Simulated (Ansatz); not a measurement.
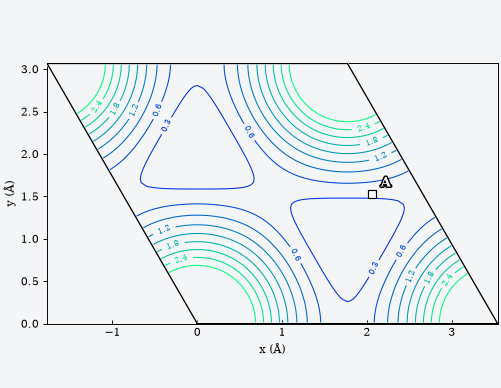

A bilayer of two PtS₂ sheets (1T type), the upper one turned by 180 degrees about the normal (6 atoms in the cell). The upper layer of a bilayer is slid over the lower one; relaxed at each slide: nothing; the origin of the map has S4 above S3; the distance between the facing planes is held at 3.54 Å. Places are given modulo a cell vector. The map is drawn in real space over the plane of the slide. The grid has 6 × 6 points; 7 points were computed and 29 follow by symmetry. Energies: meV/Å², counted from the lowest grid point. At a held distance the lowest stacking need not be the one that binds best once the distance relaxes. Level of theory: DFT PBE+D3(BJ), scalar-relativistic, plane waves, PAW (Ansatz 0.2.0). Settings: cutoff 420 eV, k-mesh 9×9×1, gaussian smearing 0.05 eV, no spin polarisation.

The picture shows contour lines labelled in meV/Å² (none above 2.7), the outline of one cell of the plane, the point A. Between grid points the surface is interpolated.

**Which way does the force act at A, and how strong is it?**

A, at (5/6, 3/6) of the cell vectors, is not a stationary point. The computed force is 0.015 eV/Å in the plane, pointing down in the picture (components 0.001 and −0.015 eV/Å, for the cell of 10.86 Å², or 1.4 meV/Å² for each Å).

PAW datasets: the set soft_1.
